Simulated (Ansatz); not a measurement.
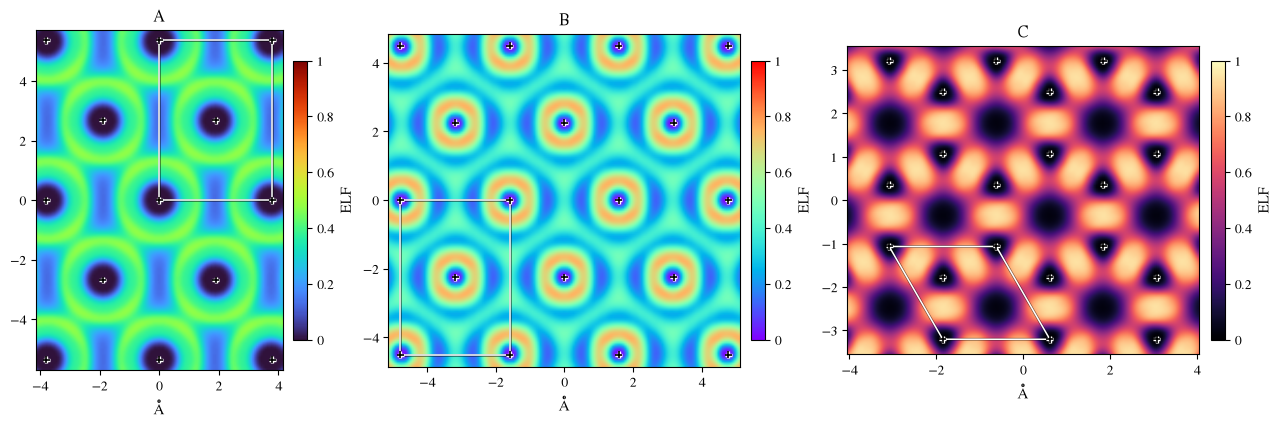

The ELF of 3 systems, each on a plane through atoms (crosses mark nuclei in the plane).

Method: Ansatz 0.2.0, DFT PBE, scalar-relativistic, plane waves, PAW.

System 1: W, the (011) plane of the conventional cell. Space group Im-3m; a structure from a database of computed crystals, not necessarily the ambient phase.

System 2: Sb, the (101) plane of the conventional cell. Space group Im-3m; computed without spin polarisation.

```
CELL_PARAMETERS angstrom
3.79287 0.00000 0.00000
0.00000 3.79287 0.00000
0.00000 0.00000 3.79287
ATOMIC_POSITIONS crystal
Sb 0.00000 0.00000 0.00000
Sb 0.50000 0.50000 0.50000
```

System 3: C, the (001) plane of the conventional cell. Space group R-3m.

Match each panel to its system.

Answer. Panel A is system 2, Sb: the plane holds Sb. Sb–Sb (3.28 Å): the ELF is about 0.40 at the midpoint. Panel B is system 1, W: the plane holds W. W–W (2.76 Å): the ELF is about 0.40 at the midpoint. Panel C is system 3, C: the plane holds C. C–C (1.42 Å): the ELF peaks at about 0.95 between the atoms.
